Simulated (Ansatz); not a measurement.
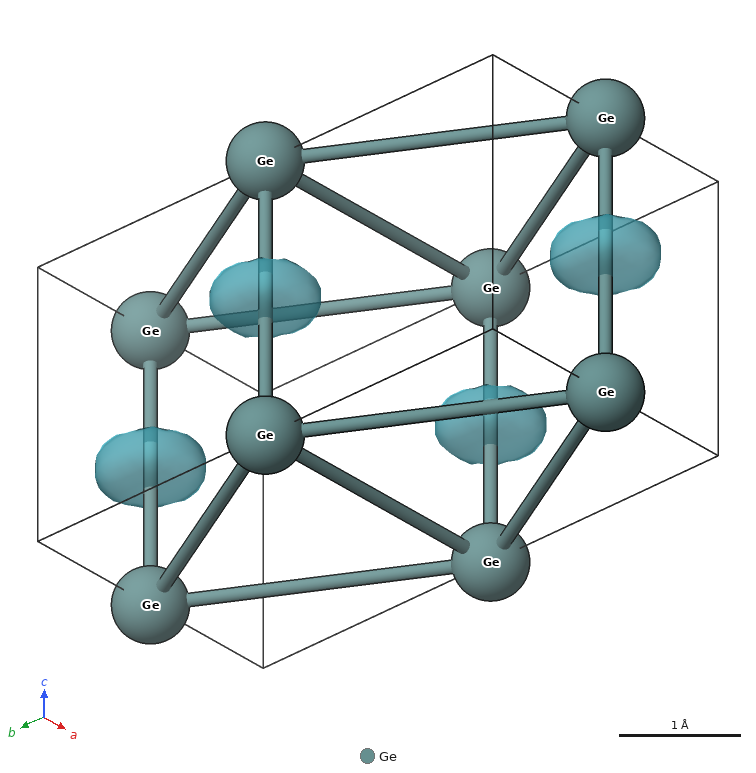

The picture shows: Ge. Isosurface of the ELF at 0.6 (cyan), seen at an oblique angle. Core shells and regions of very low density are left out. Sticks mark near contacts.

Space group Cmmm; a structure from a database of computed crystals, not necessarily the ambient phase.

All numbers below come from DFT r2SCAN, scalar-relativistic, plane waves, PAW in Ansatz.

Question: Identify the bonds, lone pairs and shells in this picture.

Answer: At this value the surface marks out two regions between bonded Ge–Ge atoms, counted in one cell of 2 atoms. Regions shared between cells count once.

Values along the shortest contacts:
Ge–Ge (2.65 Å): the ELF peaks at about 0.70 between the atoms. Ge–Ge (2.77 Å): the ELF reaches about 0.50 near the midpoint.

Question: Metal or insulator at this level of theory?

Answer: It is gapless in this calculation (a metal or semimetal).
